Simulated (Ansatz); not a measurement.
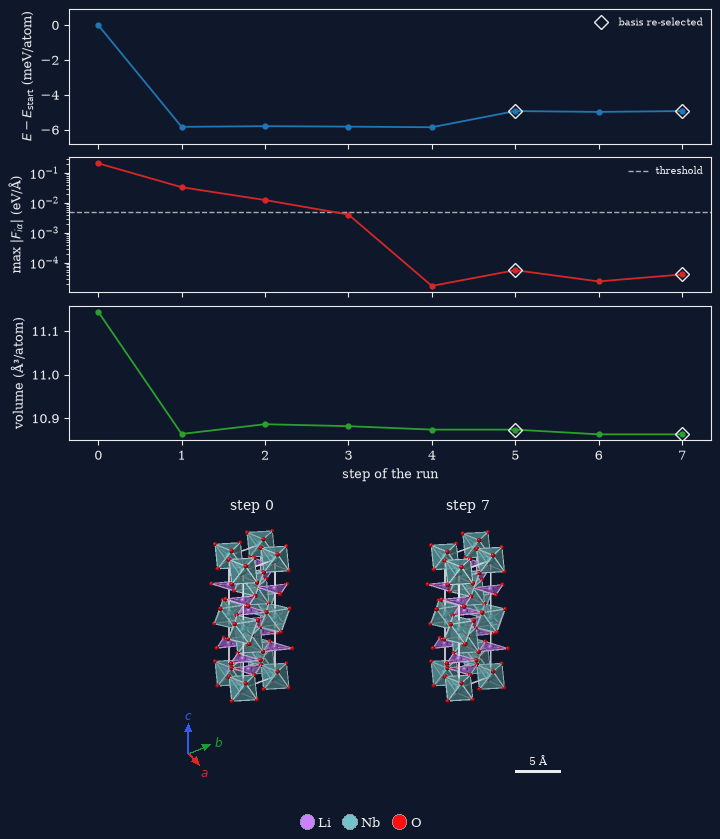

First and last geometry of a relaxation of solid LiNbO3 (set up in R-3c), with the history of the run. Style: polyhedral. Shown: the conventional cell (3 times the calculation's cell), from a free direction. Lengths and directions refer to the drawn axes.

The calculation used DFT PBE, scalar-relativistic, plane waves, PAW in Ansatz.

Input file:
```yaml
crystal:
  lattice:
    - [2.6347188739, 1.5211556511, 4.6343661322]
    - [-2.6347188739, 1.5211556511, 4.6343661322]
    - [0.0, -3.0423113022, 4.6343661322]
  atoms:
    - { symbol: Li, position: [0.25, 0.25, 0.25] }
    - { symbol: Li, position: [0.75, 0.75, 0.75] }
    - { symbol: Nb, position: [0.5, 0.5, 0.5] }
    - { symbol: Nb, position: [0.0, 0.0, 0.0] }
    - { symbol: O, position: [0.12963, 0.37037, 0.75] }
    - { symbol: O, position: [0.37037, 0.75, 0.12963] }
    - { symbol: O, position: [0.87037, 0.62963, 0.25] }
    - { symbol: O, position: [0.25, 0.87037, 0.62963] }
    - { symbol: O, position: [0.62963, 0.25, 0.87037] }
    - { symbol: O, position: [0.75, 0.12963, 0.37037] }
basis:
  ecutwfc: 420
kpoints:
  mp_grid: { grid: [6, 6, 6] }
hamiltonian:
  xc: pbe
scf:
  occupations: { method: gaussian, width: 0.02 }
output:
  forces: true
  stress: true
  eigenvalues: true
  write_density: true
  write_potential: true
  elf: true
  volumetric_format: npy
relax:
  adjacent_minimum: "off"
  f_tol: 0.005
  max_steps: 80
  cell: { stress_tol: 0.05 }
```

Run as
```bash
ansatz run input.yaml --threads 4 --pin off --max-ram 10240MiB --backend cpu --events-out ev --progress --plain --runs-dir out
```

Did the run converge, and what did it change?

It converged. The energy falls by 4.9 meV per atom in 5 accepted moves (7 points after the start). Largest force component: 0.21 eV/Å at the start, under 0.0001 eV/Å at the end. Pressure: −5.21 GPa at the start and −0.01 GPa at the end. At 2 points the geometry stayed and the basis and grid were re-selected for the new cell (energy shift of 0.9 meV per atom at most each time). The atoms keep their places relative to the cell (all moves are under 0.005 Å). Cell: a = b 5.269 → 5.223 Å (−0.9 %), c 13.903 → 13.795 Å (−0.8 %). Volume −2.5 %. Near-neighbour distances that change, for instance: Nb3–O10 2.015 → 1.996 Å, Li1–O7 2.000 → 1.987 Å. The space group stays R-3c (No. 167).
